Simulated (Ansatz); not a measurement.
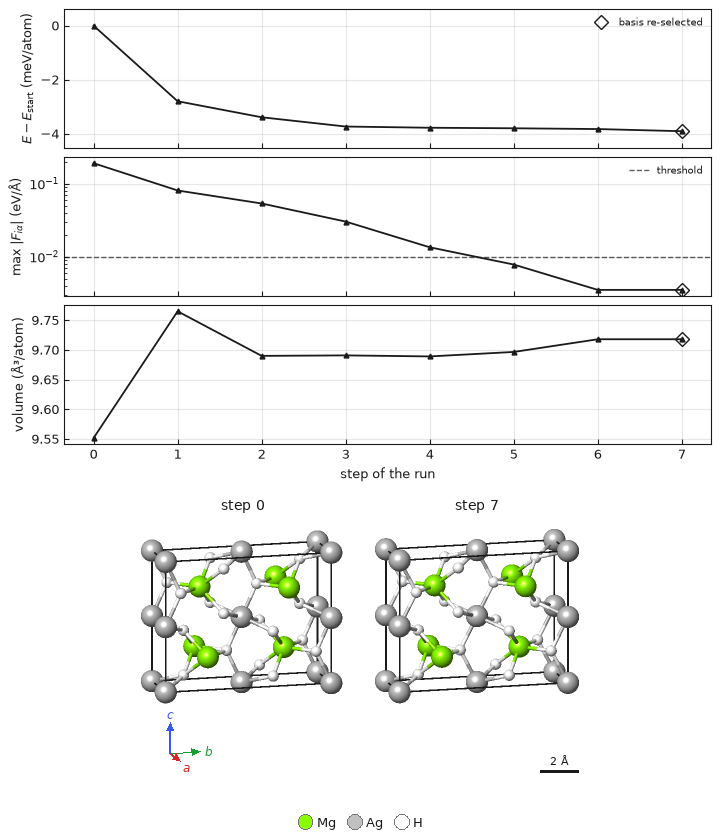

First and last geometry of a relaxation of crystalline MgAgH3 (built on the NaFeF3-63 type type), with the history of the run. A ball-and-stick model of the conventional cell (2 times the calculation's cell), seen slightly off an axis. Lengths and directions refer to the drawn axes.

These are results of DFT, r2SCAN+rVV10, plane waves, PAW in Ansatz, not measurements. Settings: plane-wave cutoff 500 eV; k-point mesh 8 × 8 × 4; occupations fermi dirac; smearing width 0.03 eV; no spin polarisation; cell and atoms relaxed; force threshold 0.01 eV/Å; at most 120 steps.

**What do the curves and the structures tell?**

It converged. The largest moves relative to the cell, 0.081 Å, are those of H atoms. By element the largest moves are H 0.081 Å, Mg 0.026 Å. Ag stays in place. The drawn cell changes as follows: a 2.913 → 2.882 Å (−1.1 %), b 9.167 → 9.327 Å (+1.7 %), c 7.154 → 7.230 Å (+1.1 %); the volume changes by +1.7 %. Some distances before and after: Ag–H 1.973 → 2.032 Å, H–Mg 2.032 → 2.000 Å, Ag–Ag 2.913 → 2.882 Å, H–Mg 2.136 → 2.106 Å. Among the angles between lasting bonds that change: Ag–H–Ag 130.1° → 125.6°, H–Ag–H 89.1° → 86.6°, H–Ag–H 90.9° → 93.4°. The space group stays Cmcm (No. 63). After 6 accepted moves (7 points after the start) the energy has fallen by 3.9 meV per atom. The largest force component goes from 0.19 to 0.0035 eV/Å. Pressure: 1.00 GPa at the start and −0.01 GPa at the end. The SCF was repeated once at an unchanged geometry on a basis and grid sized afresh for the cell, which shifted the energy by 0.1 meV per atom at most. Cost: 71 s on 4 threads of Arm Neoverse V1, on a shared host, peak memory 1 GiB.
